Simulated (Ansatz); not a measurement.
**Two runs on Sn**

System: Sn (Pm-3m, 1 atom in the cell).
Method of run 1: DFT, PBE, PAW with Ansatz's earlier generated frozen-core files (soft_1), scalar-relativistic, PAW set soft_1, no spin polarisation (Ansatz 0.2.0).

The structure was built on a prototype by a generator; it need not be a known phase. Text and figures count atoms from 1; the logs count them from 0 in places.

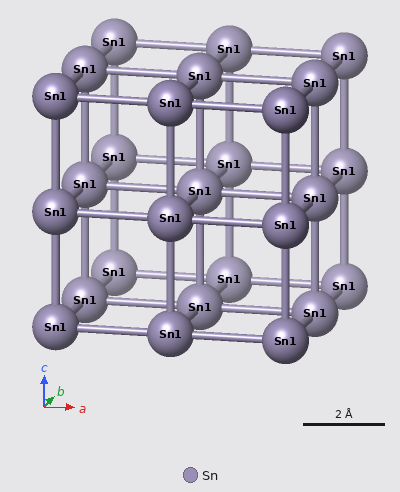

Figure 1. The starting structure (ball-and-stick view of the cell of the calculation, repeated 2 × 2 × 2, seen slightly off an axis; atoms are numbered from 1 in the order of the input). An atom can appear more than once, as a periodic image.

**Input, run 1**
```yaml
crystal:
  lattice:
    - [2.933171424, 0.0, 0.0]
    - [0.0, 2.933171424, 0.0]
    - [0.0, 0.0, 2.933171424]
  atoms:
    - { symbol: Sn, position: [0.0, 0.0, 0.0] }
kpoints:
  mp_grid: { grid: [14, 14, 14] }
scf:
  occupations: { method: fermi_dirac, width: 0.03 }
hamiltonian:
  xc: pbe
  pseudopotentials: { kind: paw, azcp: { folder: soft_1 } }
output:
  forces: true
  stress: true
relax:
  f_tol: 0.005
  max_steps: 80
  cell: {}
```

Launched with:
```bash
ansatz run input.yaml --threads 1 --pin off --max-ram 2048MiB --backend cpu --events-out ev --progress --plain --runs-dir out
```

Hardware: 1 thread of Arm Neoverse V1, 24 GiB of memory available, shared host.

**Output, shortened to warnings, some set-up lines, iterations and results (run 1)**
```
Basis set: ecut = 420 eV, 485 PW (Γ), exchange–correlation on 40×40×40 points (8 copies of the dense FFT grid, shifted against one another)
Symmetry: 48 space group operations
k-points: 120 of 2744
Initial density: superposition of atomic densities (chi_scale 0.1, normalization cell)
[...]
SCF iter   1: F=—  HF=-6024.102953 eV  |F-HF|=—  |Δ(HF+E_count)|=         —  Δρ=1.56e-2  dr2=4.80e-2  ethr=3.10e-3  ⟨swp⟩=6.1  Hψ=9194  notcnv=0
SCF iter   2: F=—  HF=-6024.099749 eV  |F-HF|=—  |Δ(HF+E_count)|=   3.20e-3  Δρ=1.01e-2  dr2=1.85e-2  ethr=3.43e-4  ⟨swp⟩=2.0  Hψ=2762  notcnv=0  defer=18
SCF iter   3: F=—  HF=-6024.102699 eV  |F-HF|=—  |Δ(HF+E_count)|=   2.95e-3  Δρ=1.21e-3  dr2=3.51e-4  ethr=1.32e-4  ⟨swp⟩=2.9  Hψ=2302  notcnv=0  defer=18
SCF iter   4: F=—  HF=-6024.102715 eV  |F-HF|=—  |Δ(HF+E_count)|=   1.56e-5  Δρ=1.33e-4  dr2=2.55e-6  ethr=2.50e-6  ⟨swp⟩=2.1  Hψ=2119  notcnv=0  defer=18
SCF iter   5: F=—  HF=-6024.102703 eV  |F-HF|=—  |Δ(HF+E_count)|=   1.19e-5  Δρ=1.70e-5  dr2=5.54e-8  ethr=7.14e-10  ⟨swp⟩=5.4  Hψ=4611  notcnv=0
[... 22 lines ...]
SCF iter   3: F=—  HF=-6024.218931 eV  |F-HF|=—  |Δ(HF+E_count)|=   2.10e-5  Δρ=1.71e-5  dr2=5.39e-9  ethr=1.07e-9  ⟨swp⟩=2.0  Hψ=1570  notcnv=0
SCF iter   4: F=—  HF=-6024.218931 eV  |F-HF|=—  |Δ(HF+E_count)|=   7.42e-7  Δρ=1.55e-6  dr2=2.09e-10  ethr=3.85e-11  ⟨swp⟩=2.0  Hψ=2157  notcnv=0
SCF iter   5: F=-6024.218931 eV  HF=-6024.218931 eV  |F-HF|=2.73e-12  |Δ(HF+E_count)|=   2.93e-9  Δρ=6.93e-8  dr2=6.35e-13  ethr=1.00e-12  ⟨swp⟩=4.0  Hψ=5623  notcnv=0
SCF 5 converged in 5 iterations: F = -6024.218931 eV  dr2 = 6.35e-13
relax step   5: F+E_penalty+E_count = -6024.21893129 eV  Δ(F+E_penalty+E_count) = -2.876e-4 eV  max|allowed force component| = 0.000e0 eV/Å  Δτ_max = 0.0000 Å  P = +0.000 GPa …
basis re-selected at this cell: Δ(F+E_penalty+E_count) = -2.876e-4 eV, ΔP = +0.001 GPa vs the last step (what re-selecting the basis moved, of the pressure what is left beyond the Pulay correction that the steps carried, after the strain that the cell walked since its last selection, with what the …
SCF converged after 5 iterations
Free energy (F): -6024.218931 eV
Harris-Foulkes:  -6024.218931 eV  (|F-HF|=2.73e-12)
Internal energy: -6024.217259 eV  (E = F + TS)
E sigma→0 (E₀):  -6024.218095 eV
Entropy (-TS):   -0.001672 eV (-1.672 meV/atom)
Fermi energy:    9.472769 eV
--- Per-component energies (eV) ---
  E_band       = -97.057917
  E_kinetic    = 166.984532
  E_local      = -1083.126756  (includes V_loc(G=0)·N_el)
  E_nonlocal   = 144.820839
  E_hartree    = 538.580762
  E_xc         = -125.431599
  E_vxc        = -79.661680  (∫ρ·V_xc dr)
  E_paw        = -4369.195084  (= ΣΔE_a)
  E_vpaw       = -323.236676  (= ΣTr[D̂ρ^β])
  E_aug_tail   = 0.000291  (compensation charges beyond the density's cutoff)
  E_ewald      = -1296.850244
  E_smearing   = -0.001672  (= −TS)
  E_closure    = 0.000000  (closes the sum)
  Σ components = -6024.218931   (vs F -6024.218931, Δ=0.00e0)
--- Forces (eV/Å), atoms counted from 1 ---
  atom   1  Sn    -0.00000000     0.00000000     0.00000000
  max |Σ_I F_I| component: 1.44e-32 eV/Å
--- Stress (GPa, compression-positive) ---
        0.000415      -0.000000      -0.000000
       -0.000000       0.000415      -0.000000
       -0.000000      -0.000000       0.000415
  P = ⅓ Tr σ = 0.0004 GPa (0.004 kbar)
--- Relaxed structure (4 steps of the walk, 4 accepted, 1 SCFs on fresh bases) ---
  F+E_penalty+E_count = -6024.21893129 eV   max|allowed force component| = 0.000e0 eV/Å   (the final SCF, on the basis selected at the relaxed cell)
  cell:  # Å, volume = 29.4292 Å³
    - [3.0874001424030277, 3.538896272811546e-33, -5.376554428081033e-34]
    - [3.538896272811546e-33, 3.0874001424030277, 0.0]
    - [-5.376554428081033e-34, 0.0, 3.0874001424030277]
  atoms:
    - { symbol: Sn, position: [0.0, 0.0, 0.0] }
```

The input of run 2 differs as follows (lines with − go, lines with + come):
```diff
+  mixing: { preconditioner: ldos }
+  write_density: true
+  write_potential: true
+  elf: true
+  volumetric_format: npy
```

What does this change do to the results?

Both reach the same energy, so the change doesn't alter the result. The SCF takes 23 iterations over all geometry steps against 22.

**Output, shortened to warnings, some set-up lines, iterations and results (run 2)**
```
Basis set: ecut = 420 eV, 485 PW (Γ), exchange–correlation on 40×40×40 points (8 copies of the dense FFT grid, shifted against one another)
Symmetry: 48 space group operations
k-points: 120 of 2744
Initial density: superposition of atomic densities (chi_scale 0.1, normalization cell)
[...]
SCF iter   1: F=—  HF=-6024.102953 eV  |F-HF|=—  |Δ(HF+E_count)|=         —  Δρ=1.56e-2  dr2=4.80e-2  ethr=3.10e-3  ⟨swp⟩=6.1  Hψ=9194  notcnv=0
SCF iter   2: F=—  HF=-6024.105234 eV  |F-HF|=—  |Δ(HF+E_count)|=   2.28e-3  Δρ=6.45e-3  dr2=7.05e-3  ethr=3.43e-4  ⟨swp⟩=2.1  Hψ=3500  notcnv=0  defer=18
SCF iter   3: F=—  HF=-6024.103160 eV  |F-HF|=—  |Δ(HF+E_count)|=   2.07e-3  Δρ=2.19e-3  dr2=9.38e-4  ethr=5.03e-5  ⟨swp⟩=2.7  Hψ=2769  notcnv=0  defer=18
SCF iter   4: F=—  HF=-6024.102750 eV  |F-HF|=—  |Δ(HF+E_count)|=   4.10e-4  Δρ=6.21e-4  dr2=8.65e-5  ethr=6.70e-6  ⟨swp⟩=2.0  Hψ=1969  notcnv=0  defer=18
SCF iter   5: F=—  HF=-6024.102704 eV  |F-HF|=—  |Δ(HF+E_count)|=   4.65e-5  Δρ=1.05e-4  dr2=2.38e-6  ethr=6.18e-7  ⟨swp⟩=2.1  Hψ=2022  notcnv=0  defer=18
[... 23 lines ...]
SCF iter   3: F=—  HF=-6024.218931 eV  |F-HF|=—  |Δ(HF+E_count)|=   1.85e-7  Δρ=8.51e-6  dr2=1.29e-8  ethr=1.39e-9  ⟨swp⟩=2.0  Hψ=2157  notcnv=0
SCF iter   4: F=—  HF=-6024.218931 eV  |F-HF|=—  |Δ(HF+E_count)|=   4.03e-8  Δρ=1.38e-6  dr2=3.91e-10  ethr=9.22e-11  ⟨swp⟩=2.0  Hψ=2158  notcnv=0
SCF iter   5: F=-6024.218931 eV  HF=-6024.218931 eV  |F-HF|=5.46e-12  |Δ(HF+E_count)|=   1.27e-9  Δρ=1.27e-7  dr2=4.22e-12  ethr=1.00e-12  ⟨swp⟩=4.6  Hψ=5987  notcnv=0
SCF 5 converged in 5 iterations: F = -6024.218931 eV  dr2 = 4.22e-12
relax step   5: F+E_penalty+E_count = -6024.21893128 eV  Δ(F+E_penalty+E_count) = -2.876e-4 eV  max|allowed force component| = 0.000e0 eV/Å  Δτ_max = 0.0000 Å  P = +0.000 GPa …
basis re-selected at this cell: Δ(F+E_penalty+E_count) = -2.876e-4 eV, ΔP = +0.001 GPa vs the last step (what re-selecting the basis moved, of the pressure what is left beyond the Pulay correction that the steps carried, after the strain that the cell walked since its last selection, with what the …
SCF converged after 5 iterations
Free energy (F): -6024.218931 eV
Harris-Foulkes:  -6024.218931 eV  (|F-HF|=5.46e-12)
Internal energy: -6024.217259 eV  (E = F + TS)
E sigma→0 (E₀):  -6024.218095 eV
Entropy (-TS):   -0.001672 eV (-1.672 meV/atom)
Fermi energy:    9.472702 eV
--- Per-component energies (eV) ---
  E_band       = -97.058746
  E_kinetic    = 166.984475
  E_local      = -1083.130001  (includes V_loc(G=0)·N_el)
  E_nonlocal   = 144.820814
  E_hartree    = 538.581936
  E_xc         = -125.431571
  E_vxc        = -79.661641  (∫ρ·V_xc dr)
  E_paw        = -4369.195066  (= ΣΔE_a)
  E_vpaw       = -323.236645  (= ΣTr[D̂ρ^β])
  E_aug_tail   = 0.000291  (compensation charges beyond the density's cutoff)
  E_ewald      = -1296.848137
  E_smearing   = -0.001672  (= −TS)
  E_closure    = 0.000000  (closes the sum)
  Σ components = -6024.218931   (vs F -6024.218931, Δ=0.00e0)
--- Forces (eV/Å), atoms counted from 1 ---
  atom   1  Sn    -0.00000000    -0.00000000    -0.00000000
  max |Σ_I F_I| component: 4.11e-33 eV/Å
--- Stress (GPa, compression-positive) ---
        0.000189       0.000000      -0.000000
        0.000000       0.000189      -0.000000
       -0.000000      -0.000000       0.000189
  P = ⅓ Tr σ = 0.0002 GPa (0.002 kbar)
--- Relaxed structure (4 steps of the walk, 4 accepted, 1 SCFs on fresh bases) ---
  F+E_penalty+E_count = -6024.21893128 eV   max|allowed force component| = 0.000e0 eV/Å   (the final SCF, on the basis selected at the relaxed cell)
  cell:  # Å, volume = 29.4294 Å³
    - [3.0874051572873396, -1.4925957069001078e-33, 1.548768663611402e-33]
    - [5.617295671129438e-34, 3.0874051572873396, 0.0]
    - [1.548768663611402e-33, 0.0, 3.0874051572873396]
  atoms:
    - { symbol: Sn, position: [0.0, 0.0, 0.0] }
```

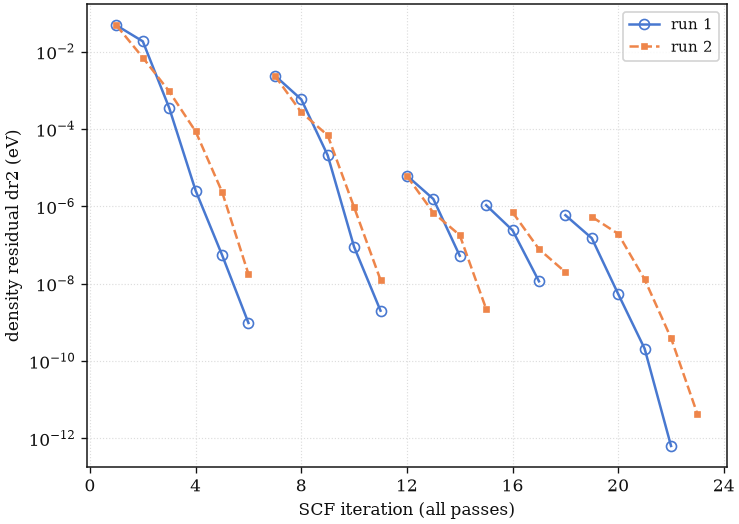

Figure 2. Convergence of the two runs: density residual dr2 against the SCF iteration. A break in a curve parts two SCF passes. Run 1 takes 22 iterations in all, and run 2 takes 23.

**The two runs side by side**

```csv
quantity,run 1,run 2
outcome,converged,converged
free energy per atom (eV),−6024.2189,−6024.2189
"energy per atom, smearing taken to zero (eV)",−6024.2181,−6024.2181
pressure (GPa),0.00,0.00
largest force (eV/Å),0.000,0.000
SCF iterations,22,23
irreducible k-points,120,120
wall time (shared host),8.9 s,10 s
```
